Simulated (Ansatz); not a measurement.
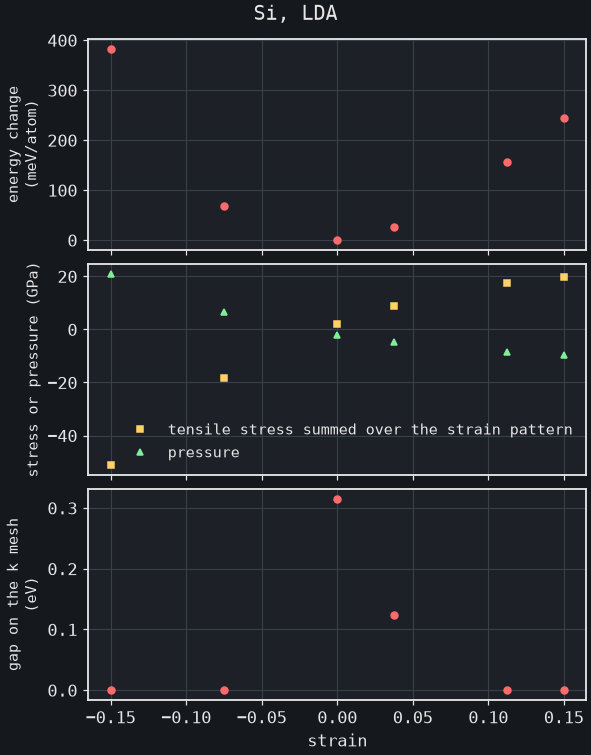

Figure. Energy change, tensile stress summed over the strain pattern, pressure and gap on the k mesh against strain for Si, space group P6_3/mmc (No. 194).

The energy rises on both sides of the starting structure, which is therefore a minimum along this path. The energy change is 383 meV/atom at strain −0.1500 and 244 meV/atom at 0.1500; the lowest computed point is at strain 0.0000 (0 meV/atom), and no other minimum shows among the points. The tensile stress summed over the strain pattern rises from −51.2 GPa at strain −0.1500 to 19.8 GPa at 0.1500, and changes sign near −0.008. The pressure falls from 21.0 GPa at strain −0.1500 to −9.6 GPa at 0.1500, and changes sign near −0.018. The gap on the k mesh is closed at 4 of the 6 points and is largest, 0.315 eV, at 0.0000.

Method: homogeneous strain of a crystal along one Voigt pattern with engineering shear, fractional coordinates fixed, by plane-wave density functional theory with PAW datasets, free energies less that of the undisturbed cell, pressure positive in compression; scalar-relativistic (Ansatz 0.2.0). Level: LDA, no spin polarisation.

- wave cutoff: 420 eV
- k mesh: 12×12×6
- occupations: Gaussian
- smearing width: 0.03 eV
- k shift: (0, 0, 0) (mesh steps)
- start: as given
- strain pattern: (0, 1, 0, 0, 0, 0) (xx yy zz yz xz xy with engineering shear)

Starting cell:
```xyz
4
Lattice="3.8313 0.0000 0.0000 -1.9157 3.3180 0.0000 0.0000 0.0000 6.3326" Properties=species:S:1:pos:R:3 pbc="T T T"
Si    0.0000    2.2120    0.3990
Si    1.9157    1.1060    3.5653
Si    0.0000    2.2120    2.7673
Si    1.9157    1.1060    5.9336
```

Keep in mind: gap closes along the scan on a mesh chosen for the insulator; narrow smearing for a metal; reference crystal is not relaxed.
